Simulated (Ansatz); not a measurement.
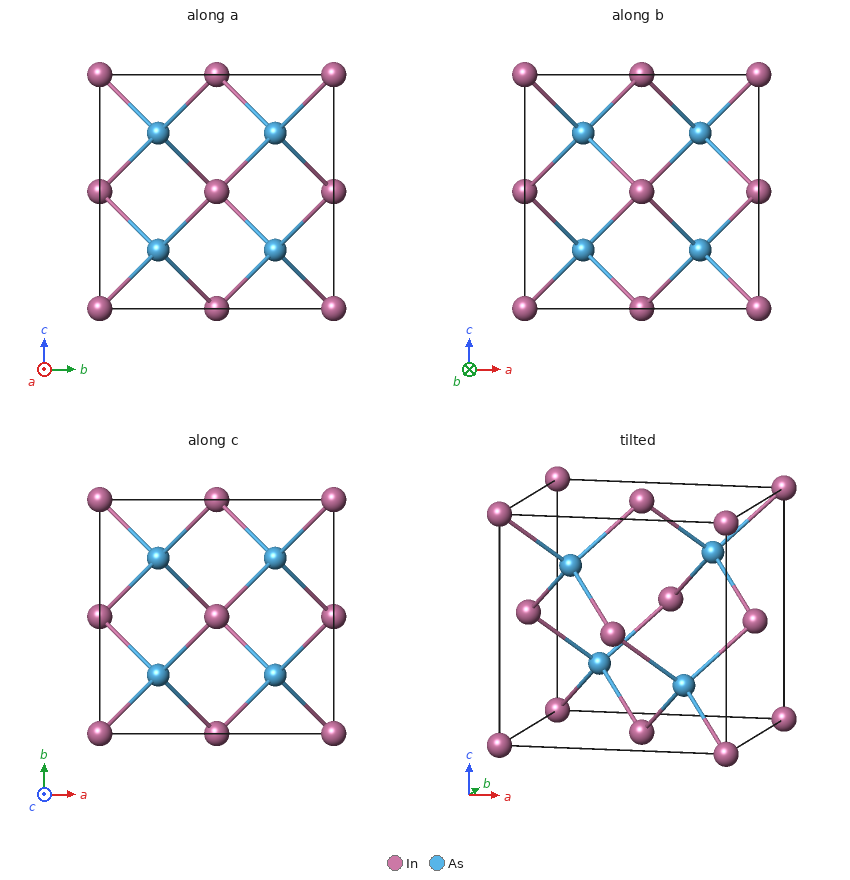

Crystal structure, ball-and-stick style, seen along the a axis, along the b axis, along the c axis and slightly off an axis. One conventional unit cell is outlined, and atoms on its boundary appear in each equivalent place.

Lattice parameters: a = 6.108 Å, b = 6.108 Å, c = 6.108 Å, α = 90.00°, β = 90.00°, γ = 90.00°. Put a along x and b in the xy plane.

Give the structure in the form of a POSCAR file.

```
In As
1.0
     6.108    0.000    0.000
     0.000    6.108    0.000
     0.000    0.000    6.108
In As
4 4
Direct
  0.0000 0.0000 0.0000
  0.0000 0.5000 0.5000
  0.5000 0.0000 0.5000
  0.5000 0.5000 0.0000
  0.2500 0.2500 0.7500
  0.2500 0.7500 0.2500
  0.7500 0.2500 0.2500
  0.7500 0.7500 0.7500
```

Starting structure: a structure type filled with these elements by a generator (whether the compound takes this form wasn't checked). Earlier steps of the study, as a rule a relaxation of our own, may have changed the cell and positions, so they can lie some per cent off the listed ones. A calculation with Ansatz used it as input.
